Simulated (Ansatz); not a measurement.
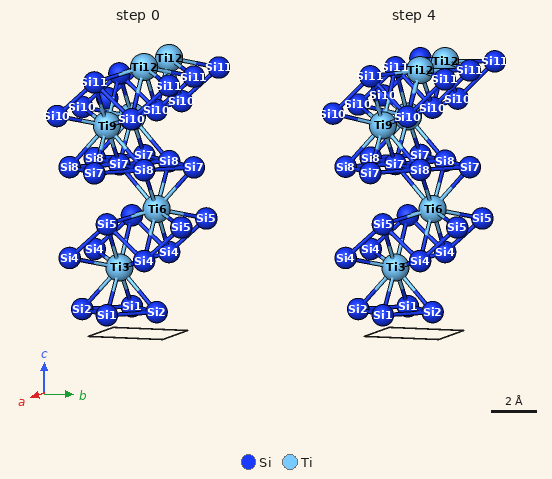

The structure of a slab of composition TiSi2 (cut from the Cmcm phase) before (left) and after (right) a constrained relaxation, at one scale.

A ball-and-stick model of the cell of the calculation, outlined in the plane, without the vacuum, seen slightly off an axis.

Case: clean slab, lower half held. The slab is the (0 1 0) face of TiSi2. 6 atoms are held fixed.

These are results of DFT PBEsol, scalar-relativistic, plane waves, PAW in Ansatz, not measurements. Settings: plane-wave cutoff 420 eV; k-point mesh 8 × 8 × 1; occupations gaussian; smearing width 0.1 eV; no spin polarisation; dipole correction; atoms relaxed in a fixed cell; force threshold 0.03 eV/Å; at most 70 steps.

### Describe what moved and what it gained.

The atom that moves furthest is Si11 (0.28 Å along the normal (+c)). By element the largest moves are Si 0.28 Å, Ti 0.14 Å. The cell doesn't change. Near-neighbour distances that change, for instance: Ti9–Si11 2.792 → 3.008 Å, Si10–Ti12 2.792 → 2.599 Å, Ti9–Ti12 3.263 → 3.140 Å, Si10–Si11 2.393 → 2.506 Å. Bond angles that change, for instance: Si11–Ti12–Si11 154.4° → 173.2°, Si10–Ti12–Si11 105.1° → 115.6°, Si10–Ti12–Si10 78.1° → 85.2°. The energy falls by 0.211 eV per cell of the calculation in 4 geometry steps. The largest force component goes from 1.2 to 0.017 eV/Å. Cost: 3.4 min on 1 thread of Intel(R) Xeon(R) Platinum 8488C (Sapphire Rapids), on a shared host, peak memory 0.73 GiB.
